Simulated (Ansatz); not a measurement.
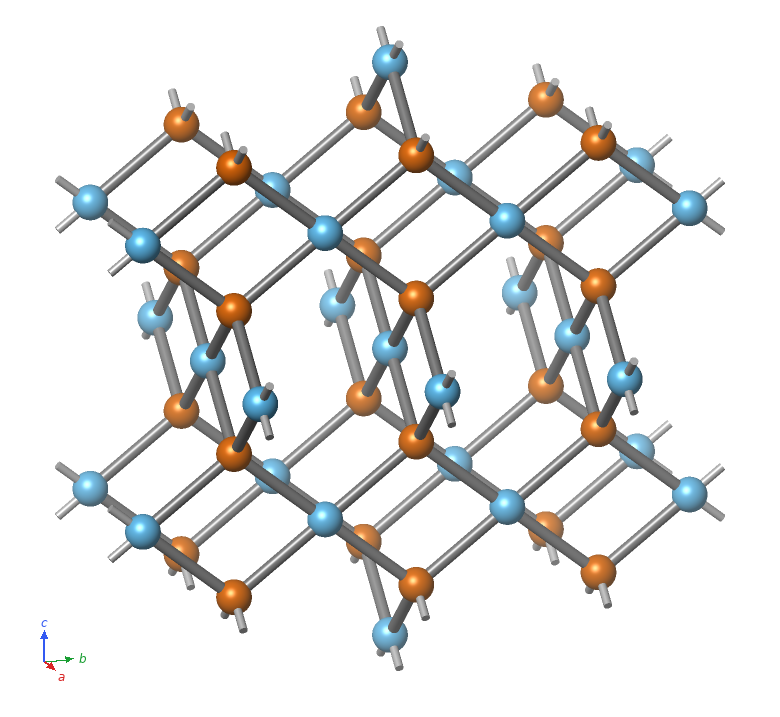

A cut-out of a periodic net derived from a crystal structure. Nodes are coloured by topological kind. Short stubs are edges that leave the cut-out.

Q: Classify the net: periodicity, connectivity, name.

A: A binodal (4,4)-connected, three-periodic net. It is the pts net, known from cooperite, PtS.

Q: Give point symbol and coordination sequence of each kind of node.

A: 4-connected node: 4^2.8^4, sequence 4, 10, 24, 42; 4-connected node: 4^2.8^4, sequence 4, 10, 24, 42.

The net was derived as follows. TiO (space group P4_2/mmc, No. 131): the geometry relaxed at fixed volume with DFT PBEsol, scalar-relativistic, plane waves, PAW (Ansatz); the starting structure was generated, so it need not be a known form of this composition. Bonds are taken as O–Ti below 2.2 Å; no other contact counts. Simplification: prune 0- and 1-connected atoms, fold 2-connected ones into links. O is a 4-connected node; Ti is a 4-connected node, in the ratio 1:1.
